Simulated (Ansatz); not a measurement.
# Σ3 (111) boundary in fcc Ni, starting shift (0.25, 0.5): structure and resistance, part 3 of 3

How much does the Σ3 (111) boundary in fcc Ni, starting shift (0.25, 0.5) reflect electrons?

Ansatz 0.2.0; Ansatz plane-wave DFT, PBE, PAW files, collinear spin; relaxation of a bicrystal slab with its lowest layers held (the session's first sound run).

So far. Step 3 (Transmission across the boundary): Nearest the Fermi level spin up passes 0.594 of 0.647 channels of the lower lead and spin down 1.48 of 1.71. Step 4 (Specific resistance): Averaged over the energies near the Fermi level, 86.3 % of the channels pass, which makes 0.0822 fΩ m².

## (5) Single-crystal slab for reference

This step: Ansatz plane-wave DFT, PBE, PAW files, collinear spin; relaxation of a single-crystal slab with its lowest layers held (Ansatz 0.2.0).

System of this step: Ni slab, plane (1, 1, 1). The cell holds 10 atoms: 10 Ni. Its edges and angles: a = 2.492 Å, b = 2.492 Å, c = 29.311 Å, α = 90.0°, β = 90.0°, γ = 120.0°. It derives from Ni. Vacuum lies along c.

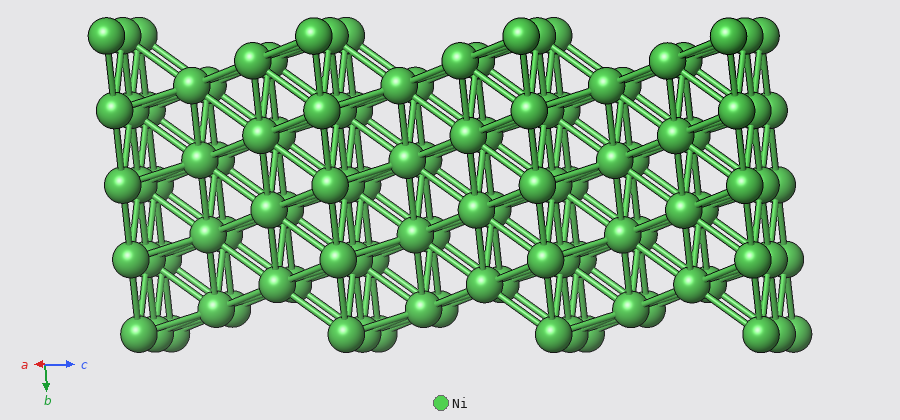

The cell of this step (nickel green). 2×4×1 cells are drawn. Some periodic images of atoms are drawn too.

input.yaml

```yaml
crystal:
  lattice:
    - [2.4918442969, 0.0, 0.0]
    - [-1.2459221485, 2.1580004634, 0.0]
    - [0.0, 0.0, 29.3112411374]
  atoms:
    - { symbol: Ni, position: [0.9999999999, 0.0, 0.1705830189], spin: 1.0 }
    - { symbol: Ni, position: [0.3333333332, 0.6666666667, 0.2399960587], spin: 1.0 }
    - { symbol: Ni, position: [0.6666666666, 0.3333333333, 0.3094090985], spin: 1.0 }
    - { symbol: Ni, position: [0.9999999999, 0.0, 0.3788221384], spin: 1.0 }
    - { symbol: Ni, position: [0.3333333333, 0.6666666667, 0.4482351782], spin: 1.0 }
    - { symbol: Ni, position: [0.6666666666, 0.3333333333, 0.517648218], spin: 1.0 }
    - { symbol: Ni, position: [1.0, 0.0, 0.5870612579], spin: 1.0 }
    - { symbol: Ni, position: [0.3333333333, 0.6666666667, 0.6564742977], spin: 1.0 }
    - { symbol: Ni, position: [0.6666666667, 0.3333333333, 0.7258873375], spin: 1.0 }
    - { symbol: Ni, position: [0.0, 0.0, 0.7953003774], spin: 1.0 }
magnetization:
  spin_polarized: true
kpoints:
  mp_grid: { grid: [11, 11, 1] }
hamiltonian:
  xc: pbe
scf:
  occupations: { method: fermi_dirac, width: 0.1 }
relax:
  f_tol: 0.03
  max_steps: 80
  constraints: [{ sites: [0, 1] }]
```

Command:

```console
ansatz run input.yaml --threads 8 --pin off --max-ram 15360MiB --backend cpu --events-out ev --progress --plain --runs-dir out
```

Numbers of over 12 decimals in the logs are rounded to 6 here.

Output:

```text
Warning: crystal.symmetry: narrowed to the stabiliser of the relax constraints — unitary ops 12 → 6; lowered at sites 0, 1, 8, 9 (the operations that carried what is held of a site onto what its image site leaves free; the constrained walk keeps no symmetry that its constraints do not admit)
[...]
Crystal: 10 atoms, lattice volume = 157.618 Å³
Basis set: ecut = 420 eV, 2971 PW (Γ), exchange–correlation on 36×36×400 points (8 copies of the dense FFT grid, shifted against one another)
Bands: 114, of which v1, the nominal top of the filled ones, is band 90 counted from 1 (89 counted from 0)
Symmetry: 6 space group operations
k-points: 16 of 121 (time reversal used)
[...]
Starting moments: Σ|m| = 10 μB on 10 of 10 sites
[...]
SCF iter   1: F=—  HF=-58388.048398 eV  |F-HF|=—  |Δ(HF+E_count)|=         —  Δρ=4.28e-2 (↑1.98e-2 ↓4.28e-2)  dr2=7.83e0  dr2_m=2.55e-1  M=9.159 μB ∫|m|=9.744 μB  β_m=0.30  ethr=3.10e-3  ⟨swp⟩=6.4  Hψ=14058  notcnv=0  defer=195
[...]
SCF iter  14: F=-58396.186212 eV  HF=-58396.186215 eV  |F-HF|=3.76e-6  |Δ(HF+E_count)|=   1.75e-6  Δρ=4.21e-5 (↑1.95e-5 ↓4.21e-5)  dr2=4.54e-6  dr2_m=2.31e-7  M=6.301 μB ∫|m|=7.233 μB  ethr=9.65e-9  ⟨swp⟩=2.8  Hψ=11388  notcnv=0
SCF 1 converged in 14 iterations: F = -58396.186212 eV  dr2 = 4.54e-6
[...]
relax step   1: F+E_penalty+E_count = -58396.18621167 eV  Δ(F+E_penalty+E_count) = +0.000e0 eV  max|allowed force component| = 1.613e-1 eV/Å  Δτ_max = 0.0000 Å  (14 SCF iters, dr2 threshold 2.25e-5 eV, accepted)
[...]
SCF iter  10: F=-58396.188031 eV  HF=-58396.188032 eV  |F-HF|=6.62e-7  |Δ(HF+E_count)|=   2.99e-8  Δρ=1.29e-5 (↑4.69e-6 ↓1.29e-5)  dr2=6.93e-7  dr2_m=2.77e-8  M=6.300 μB ∫|m|=7.230 μB  ethr=7.81e-11  ⟨swp⟩=2.0  Hψ=10266  notcnv=0
SCF 2 converged in 10 iterations: F = -58396.188031 eV  dr2 = 6.93e-7
relax step   2: F+E_penalty+E_count = -58396.18803100 eV  Δ(F+E_penalty+E_count) = -1.819e-3 eV  max|allowed force component| = 9.599e-2 eV/Å  Δτ_max = 0.0229 Å  (10 SCF iters, dr2 threshold 1.63e-6 eV, accepted)
SCF iter   1: F=—  HF=-58396.189155 eV  |F-HF|=—  |Δ(HF+E_count)|=         —  Δρ=1.96e-3 (↑7.54e-4 ↓1.96e-3)  dr2=2.45e-2  dr2_m=1.27e-3  M=6.301 μB ∫|m|=7.228 μB  β_m=0.65  ethr=1.07e-4  ⟨swp⟩=5.1  Hψ=8391  notcnv=0  defer=300
[...]
SCF iter  12: F=-58396.189008 eV  HF=-58396.189008 eV  |F-HF|=3.67e-8  |Δ(HF+E_count)|=   3.15e-9  Δρ=3.62e-6 (↑1.19e-6 ↓3.62e-6)  dr2=4.15e-8  dr2_m=2.72e-9  M=6.297 μB ∫|m|=7.225 μB  ethr=4.77e-12  ⟨swp⟩=2.3  Hψ=11032  notcnv=0
SCF 3 converged in 12 iterations: F = -58396.189008 eV  dr2 = 4.15e-8
relax step   3: F+E_penalty+E_count = -58396.18900778 eV  Δ(F+E_penalty+E_count) = -9.768e-4 eV  max|allowed force component| = 3.326e-3 eV/Å  Δτ_max = 0.0336 Å  (12 SCF iters, accepted)
SCF converged after 12 iterations
Magnetization: 6.2975 μB (93.1487 up, 86.8513 down)
Absolute magnetization: 7.2328 μB (∫|ρ↑−ρ↓|, with the PAW one-centre terms)
[...]
Per-site moments (μB) at R_I (Å): [(0.713352, 1.027886), (0.692251, 1.025911), (0.653675, 1.025911), (0.642621, 1.026785), (0.644783, 1.026439), (0.644728, 1.026439), (0.642518, 1.026744), (0.652115, 1.026635), (0.691749, 1.017685), (0.712499, 1.017685)]
Free energy (F): -58396.189008 eV
[...]
Internal energy: -58395.638125 eV  (E = F + TS)
E sigma→0 (E₀):  -58395.913566 eV
Entropy (-TS):   -0.550883 eV (-55.088 meV/atom)
Fermi energy:    11.026284 eV
[...]
--- Forces (eV/Å), atoms counted from 1 ---
  atom   1  Ni     0.00000000     0.00000000     0.15890491
  atom   2  Ni    -0.00000000    -0.00000000    -0.15837118
  atom   3  Ni    -0.00000000     0.00000000     0.00026163
  atom   4  Ni    -0.00000000     0.00000000    -0.00019523
  atom   5  Ni     0.00000000     0.00000000    -0.00015675
  atom   6  Ni     0.00000000    -0.00000000    -0.00010100
  atom   7  Ni     0.00000000    -0.00000000     0.00077208
  atom   8  Ni     0.00000000    -0.00000000    -0.00079904
  atom   9  Ni    -0.00000000     0.00000000    -0.00332598
  atom  10  Ni    -0.00000000     0.00000000     0.00303921
  max |Σ_I F_I| component: 2.87e-5 eV/Å
--- Relaxed structure (3 steps of the walk, 3 accepted, 0 SCFs on fresh bases) ---
  F+E_penalty+E_count = -58396.18900778 eV   max|allowed force component| = 3.326e-3 eV/Å
  atoms:
    - { symbol: Ni, position: [1.0, 0.0, 0.17058301887] }
    - { symbol: Ni, position: [0.333333, 0.666667, 0.239996] }
    - { symbol: Ni, position: [0.666667, 0.333333, 0.309209] }
    - { symbol: Ni, position: [1.0, -1.3569125536723705e-19, 0.378510] }
    - { symbol: Ni, position: [0.333333, 0.666667, 0.447828] }
    - { symbol: Ni, position: [0.666667, 0.333333, 0.517095] }
    - { symbol: Ni, position: [1.0, -2.831296144216565e-19, 0.586411] }
    - { symbol: Ni, position: [0.333333, 0.666667, 0.655708] }
    - { symbol: Ni, position: [0.666667, 0.333333, 0.724995] }
    - { symbol: Ni, position: [-1.2695782125337049e-17, -8.395792461352381e-19, 0.793372] }
```

Wall time 45 s (8 threads of Arm Neoverse V1, shared host); peak memory 1.2 GiB; 5.7 min of CPU time.

The steps of the relaxation:

| step | energy less that of the first step (eV) | largest force component (eV/Å) |
| --- | --- | --- |
| 1 | 0.0000 | 0.1613 |
| 2 | -0.0018 | 0.0960 |
| 3 | -0.0028 | 0.0033 |

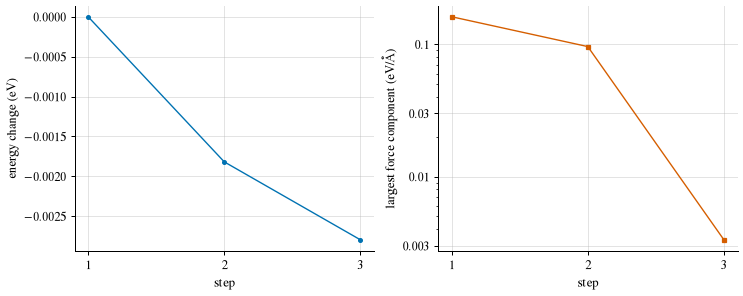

Energy and largest force along the relaxation.

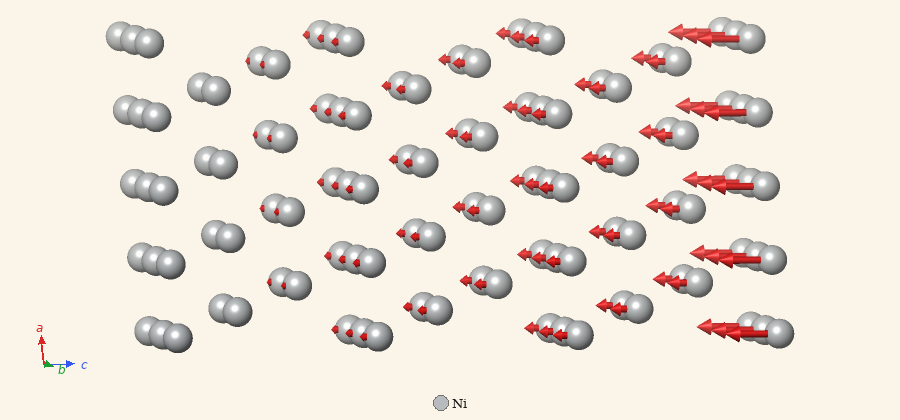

Displacements in the relaxation, exaggerated; the longest in the cell stands for 0.06 Å. 4×2×1 cells are drawn. Some periodic images of atoms are drawn too.

The atoms that moved most (Å):

| atom | dx | dy | dz | length |
| --- | --- | --- | --- | --- |
| Ni10 | 0.000 | 0.000 | -0.057 | 0.057 |
| Ni9 | 0.000 | 0.000 | -0.026 | 0.026 |
| Ni8 | 0.000 | 0.000 | -0.022 | 0.022 |
| Ni7 | 0.000 | 0.000 | -0.019 | 0.019 |
| Ni6 | 0.000 | 0.000 | -0.016 | 0.016 |
| Ni5 | 0.000 | 0.000 | -0.012 | 0.012 |
| Ni4 | 0.000 | 0.000 | -0.009 | 0.009 |
| Ni3 | 0.000 | 0.000 | -0.006 | 0.006 |

Final coordinates:

```xyz
10
Lattice="2.4918 0.0000 0.0000 -1.2459 2.1580 0.0000 0.0000 0.0000 29.3112" Properties=species:S:1:pos:R:3
Ni    2.4918    0.0000    5.0000
Ni    0.0000    1.4387    7.0346
Ni    1.2459    0.7193    9.0633
Ni    2.4918    0.0000   11.0946
Ni    0.0000    1.4387   13.1264
Ni    1.2459    0.7193   15.1567
Ni    2.4918    0.0000   17.1884
Ni    0.0000    1.4387   19.2196
Ni    1.2459    0.7193   21.2505
Ni    0.0000    0.0000   23.2547
```

This step gave:

| Property | Result |
| --- | --- |
| free energy | -58396.1890 eV |
| energy at zero smearing | -58395.9136 eV |
| Fermi energy | 11.03 eV |
| magnetization | 6.297 μB |
| absolute magnetization | 7.233 μB |

The largest force component on a free atom ends at 0.0033 eV/Å, under the tolerance of 0.03, after 3 steps.

## (6) Bulk reference

This step: Ansatz plane-wave DFT, PBE, PAW files, collinear spin; bulk reference (Ansatz 0.2.0).

System of this step: Ni. The structure is cubic, space group Fm-3m (No. 225). The conventional cell has a = 3.524 Å, b = 3.524 Å, c = 3.524 Å, α = 90.00°, β = 90.00°, γ = 90.00°. Ni has 12 Ni at 2.49 Å nearest.

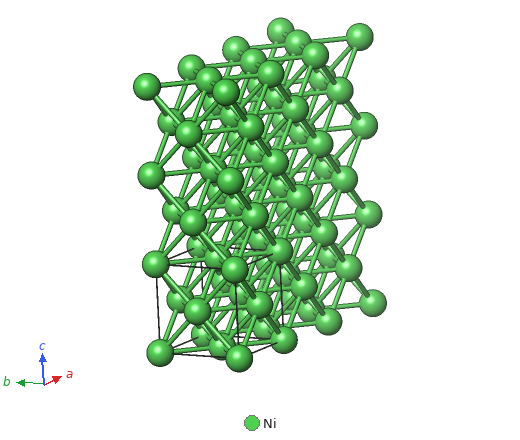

The cell of this step (nickel green). 3×1×3 conventional cells are drawn. Some periodic images of atoms are drawn too.

input.yaml, the sections that differ from step 5:

```yaml
crystal:
  lattice:
    - [0.0, 1.762, 1.762]
    - [1.762, 0.0, 1.762]
    - [1.762, 1.762, 0.0]
  atoms:
    - { symbol: Ni, position: [0.0, 0.0, 0.0], spin: 1.0 }
kpoints:
  mp_grid: { grid: [21, 21, 21] }
# magnetization, hamiltonian, scf: as in step 5
# relax: removed
```

Output:

```text
[...]
Crystal: 1 atoms, lattice volume = 10.941 Å³
Basis set: ecut = 420 eV, 181 PW (Γ)
Bands: 14, of which v1, the nominal top of the filled ones, is band 9 counted from 1 (8 counted from 0)
Symmetry: 48 space group operations
[...]
k-points: 286 of 9261
[...]
Starting moments: Σ|m| = 1 μB on 1 of 1 site
[...]
SCF iter   1: F=—  HF=-5839.032043 eV  |F-HF|=—  |Δ(HF+E_count)|=         —  Δρ=5.49e-2 (↑4.60e-2 ↓5.49e-2)  dr2=6.58e-1  dr2_m=9.18e-3  M=0.841 μB ∫|m|=0.903 μB  β_m=0.30  ethr=3.10e-3  ⟨swp⟩=5.3  Hψ=42234  notcnv=0
[...]
SCF iter  11: F=-5839.748189 eV  HF=-5839.748189 eV  |F-HF|=8.19e-12  |Δ(HF+E_count)|=  3.55e-10  Δρ=3.55e-7 (↑9.70e-8 ↓3.55e-7)  dr2=1.34e-11  dr2_m=2.45e-12  M=0.624 μB ∫|m|=0.713 μB  ethr=1.58e-11  ⟨swp⟩=1.1  Hψ=23352  notcnv=0
SCF 1 converged in 11 iterations: F = -5839.748189 eV  dr2 = 1.34e-11
[...]
SCF converged after 11 iterations
Magnetization: 0.6244 μB (9.3122 up, 8.6878 down)
Absolute magnetization: 0.7137 μB (∫|ρ↑−ρ↓|, with the PAW one-centre terms)
[...]
Per-site moments (μB) at R_I (Å): [(0.662326, 1.027886)]
Free energy (F): -5839.748189 eV
[...]
Internal energy: -5839.694180 eV  (E = F + TS)
E sigma→0 (E₀):  -5839.721185 eV
Entropy (-TS):   -0.054008 eV (-54.008 meV/atom)
Fermi energy:    18.049155 eV
[...]
```

Wall time 1.6 s (8 threads); peak memory 0.34 GiB.

This step gave:

| Property | Result |
| --- | --- |
| free energy | -5839.7482 eV |
| energy at zero smearing | -5839.7212 eV |
| Fermi energy | 18.05 eV |
| magnetization | 0.6244 μB |
| absolute magnetization | 0.7137 μB |
| site moments | 0.6623 μB |

The cell carries a net spin moment of 0.62 μB and an absolute one of 0.71 μB.

## (7) Boundary energy

This step: Ansatz plane-wave DFT, PBE, PAW files, collinear spin; bicrystal less single-crystal slab less bulk atoms, a boundary area (Ansatz 0.2.0).

Numbers from this step:

```yaml
excess_energy_of_the_cell: 0.02899 eV
boundary_energy: 0.08639 J/m²
```

The boundary costs 0.086 J/m².

By hand: 0.0290 eV / 5.377 Å² × 16.02 = 0.0864 J/m².

## (8) Results

```json
{
 "specific resistance of the boundary": "0.0822 fΩ m²",
 "share of channels that pass": "0.863",
 "boundary energy": "0.0864 J/m²"
}
```

What this shows: The boundary has a specific resistance of 0.082 fΩ m² and an energy of 0.086 J/m². The boundary reflects 14 % of the channels; 0.082 fΩ m² is 0.82×10⁻¹² Ω·cm². That equals the resistance of 1.1 nm of bulk Ni at 300 K (measured 7.2 µΩ cm, CRC Handbook of Chemistry and Physics, 84th ed., 2003, Electrical Resistivity of Pure Metals). In the relaxation the upper grain slid sideways by about 1.1 Å, so the result belongs to the position that it found, not to the starting one. For this plane that is the coherent twin. One magnetic start was tried, and the two spins conduct in parallel without mixing.

[Logs are printed without paths, hosts, clocks, repeated set-up lines and the standing remarks that a program may print on its own settings, such as how far it seeks lower states.]

[Hosts, paths, dates, database ids (printed as entryN), source tags and the programs' standing remarks are cut or masked in the printed files.]
